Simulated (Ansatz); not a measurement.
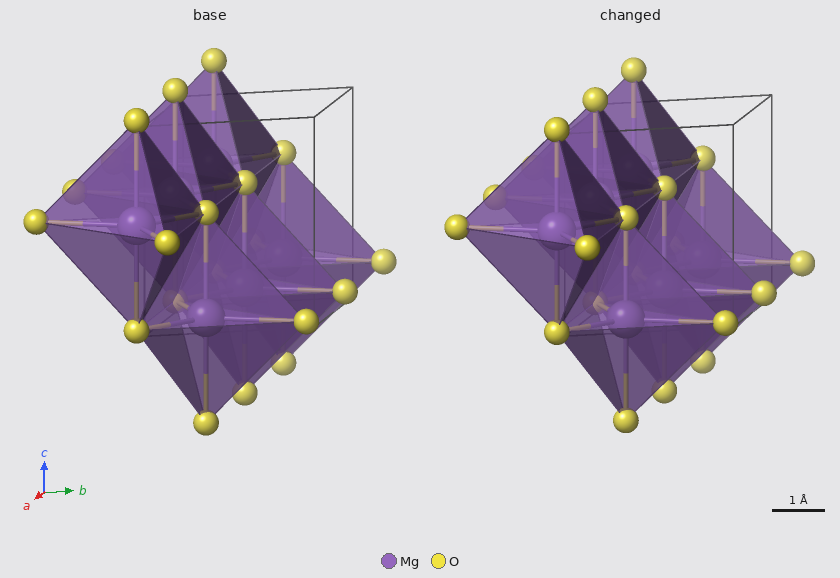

Left: a symmetric starting cell of MgO. Right: the same structure after one change, at the same scale. Style: polyhedral. Shown: the cell of the calculation, repeated 3 × 1 × 1 with one cell outlined, slightly off an axis.

These are results of DFT PBE, scalar-relativistic, plane waves, PAW (Ansatz 0.2.0), not measurements. Set-up: plane-wave cutoff 420 eV; k-point mesh 9 × 9 × 6; occupations gaussian; smearing width 0.02 eV; no spin polarisation.

**What was changed?**

The cell is strained by −3.7 % along c and −0.7 % across it (volume −4.9 %), the atoms keeping their fractional coordinates. No relaxation follows. The starting cell wasn't computed here and needn't be at equilibrium, so pressure and forces aren't due to the change alone.

**What does the change do?**

Among the bonded contacts that change: Mg–O 2.089 → 2.013 Å, Mg–O 2.013 → 2.000 Å. The space group stays P6_3/mmc (No. 194). The pressure is 13.1 GPa (not all of it need come from the change, since the unchanged cell can be under pressure at this level too). The principal stresses (compression positive) are 19.5 GPa along c and 9.8 GPa across it. All forces vanish by symmetry.
